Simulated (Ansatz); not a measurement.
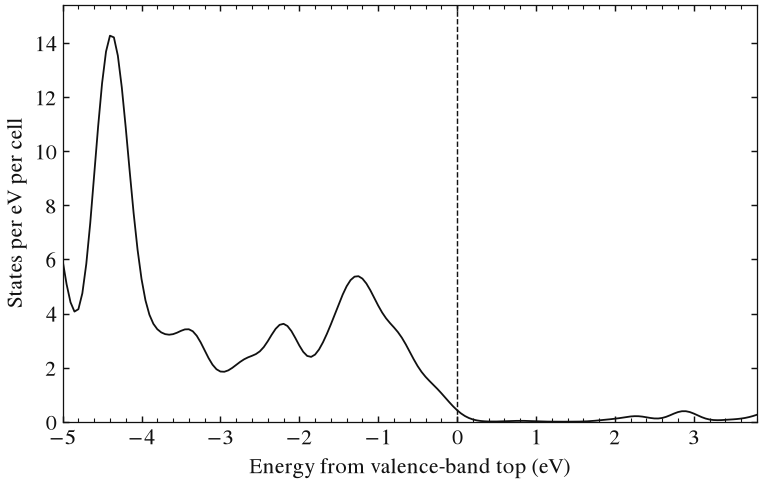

Density of states. Energies are counted from the top of the valence band. The curve is built from the levels of the k mesh with Gaussians 0.4 eV wide, which also blur the band edges.

The Ansatz input:

```
crystal:
  lattice:
    - [3.2353522072, 0.0, 0.0]
    - [-1.6176761036, 2.8018972017, 0.0]
    - [0.0, 0.0, 5.2109131099]
  atoms:
    - { symbol: Zn, position: [0.3333333333, 0.6666666667, 0.4996551081] }
    - { symbol: Zn, position: [0.6666666667, 0.3333333333, -0.0003448919] }
    - { symbol: O, position: [0.6666666667, 0.3333333333, 0.3793548919] }
    - { symbol: O, position: [0.3333333333, 0.6666666667, 0.8793548919] }
kpoints:
  mp_grid: { grid: [6, 6, 4] }
hamiltonian:
  xc: pbe
scf:
  occupations: { method: fixed }
  n_extra_bands: 5
output:
  forces: true
  stress: true
  eigenvalues: true
```

Command:
```bash
ansatz run input.yaml --threads 4 --pin off --max-ram 3686MiB --backend cpu --events-out ev --progress --plain --runs-dir out
```

**Is there a gap at the Fermi level, and how wide?**

There is a gap; over the k points computed it is 0.81 eV (direct among those points).

**Where is the tallest peak of the filled states in the window?**

Within the window shown, the tallest peak of the filled states lies 4.4 eV under the valence-band top, at about 14 states per eV and cell.

The cell is at 6 GPa in this functional.
